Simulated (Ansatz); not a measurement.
**SiGe: density, localisation and related maps**

Input file:

```
crystal:
  lattice:
    - [3.925281642, 0.0, 0.0]
    - [0.0, 3.9305882142, 0.0]
    - [0.0, 0.0, 5.5368567332]
  atoms:
    - { symbol: Si, position: [0.75, 0.0, 0.8799877367] }
    - { symbol: Si, position: [0.25, 0.0, 0.1200122633] }
    - { symbol: Ge, position: [0.25, 0.5, 0.3693837384] }
    - { symbol: Ge, position: [0.75, 0.5, 0.6306162616] }
kpoints:
  mp_grid: { grid: [4, 4, 4] }
  band_path:
    path:
      - [0.0, 0.0, 0.0]
      - [0.5, 0.0, 0.0]
      - [0.5, 0.5, 0.0]
      - [0.0, 0.5, 0.0]
      - [0.0, 0.0, 0.5]
      - [0.5, 0.0, 0.5]
      - [0.5, 0.5, 0.5]
      - [0.0, 0.5, 0.5]
    npoints: 1
hamiltonian:
  xc: pbe0
scf:
  occupations: { method: fixed }
  n_extra_bands: 5
output:
  forces: true
  stress: true
  eigenvalues: true
  write_density: true
  write_potential: true
  elf: true
  volumetric_format: npy
```

Launched as:

```sh
ansatz run input.yaml --threads 2 --pin off --max-ram 2211MiB --backend cpu --events-out ev --progress --plain --runs-dir out
```

Below, planes, directions and counts refer to the conventional cell (a = 3.93 Å, b = 3.93 Å, c = 5.54 Å, α = 90.00°, β = 90.00°, γ = 90.00°).

Space group Pmma; started from the ordered alloy on diamond lattice prototype, which need not be the ambient phase.

Method: Ansatz 0.2.0, DFT, PBE0, plane waves, PAW.

Core electrons are frozen (PAW), and the valence fields are smoothed inside the atomic spheres.

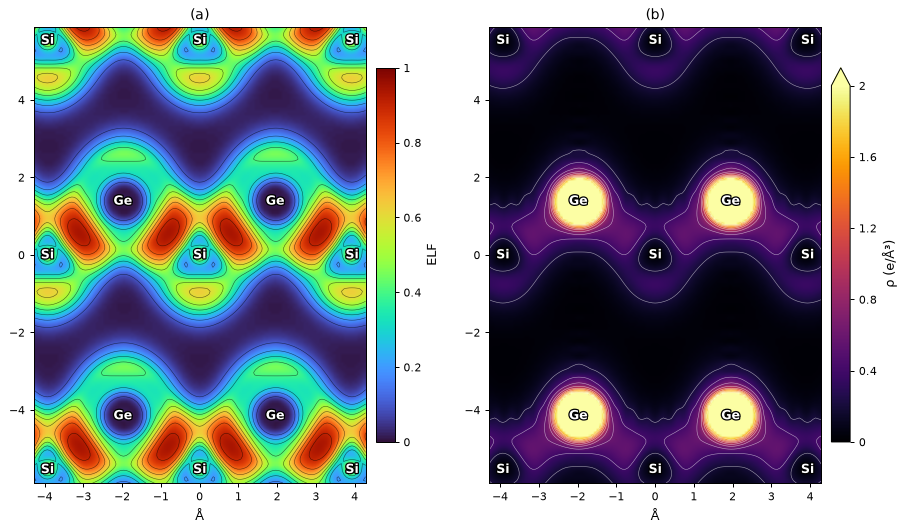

Figure 1. (a) ELF; (b) valence pseudo-density on the (100) plane of the conventional cell.

Question: Describe what can be read from this map.

Answer:
- Atoms in the plane: Si and Ge.
- Si–Ge (2.40 Å): ρ at the midpoint is about 0.56 e/Å³; the ELF peaks at about 0.95 between the atoms: a shared electron pair.
- Between the atoms the lowest density in this plane is 0.01 e/Å³.

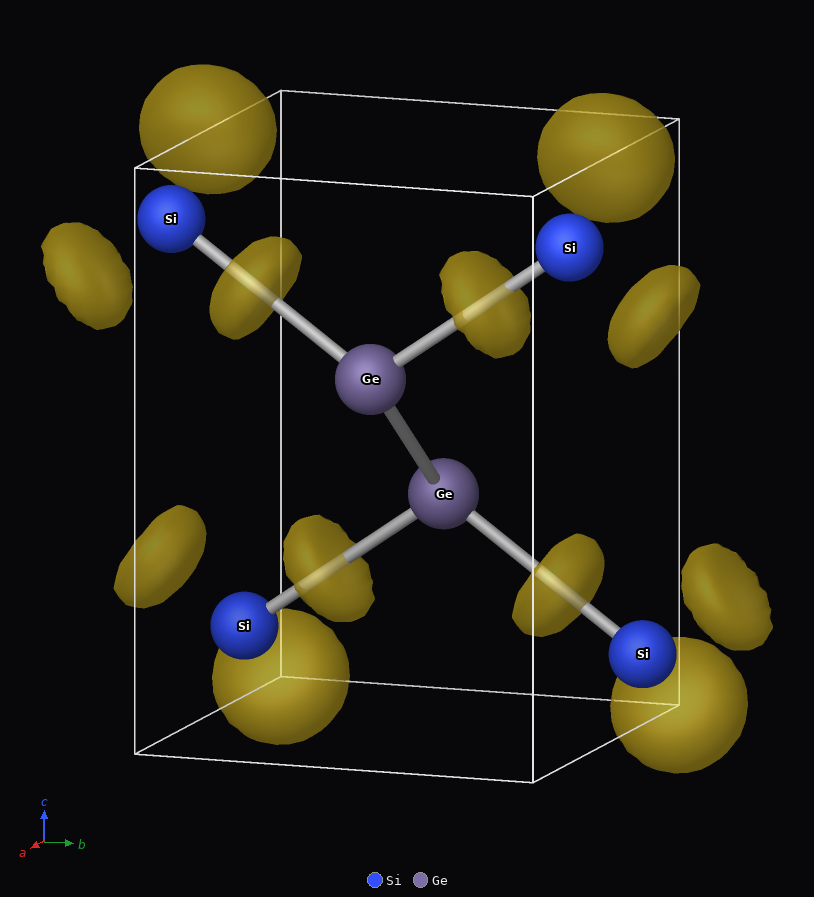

Figure 2. Isosurface of the electron localisation function at 0.85 (yellow), seen slightly off an axis. Only the valence region is drawn (cores and ρ < 0.01 e/Å³ removed). Sticks mark near contacts.

Question: Where are the electrons localised?

Answer: At this value the surface marks out four regions between bonded Ge–Si atoms (shared pairs) and two regions between bonded Si–Si atoms (shared pairs), counted in one cell of 4 atoms. Regions shared between cells count once.


Si–Si (2.37 Å): the ELF peaks at about 0.95 between the atoms (a shared electron pair).

Question: Does the calculation make it a metal, or give it a gap?

Answer: It is gapped, with a Kohn–Sham gap of 1.6 eV on the k-point mesh (the band edges may lie off the mesh, which would make the gap smaller).
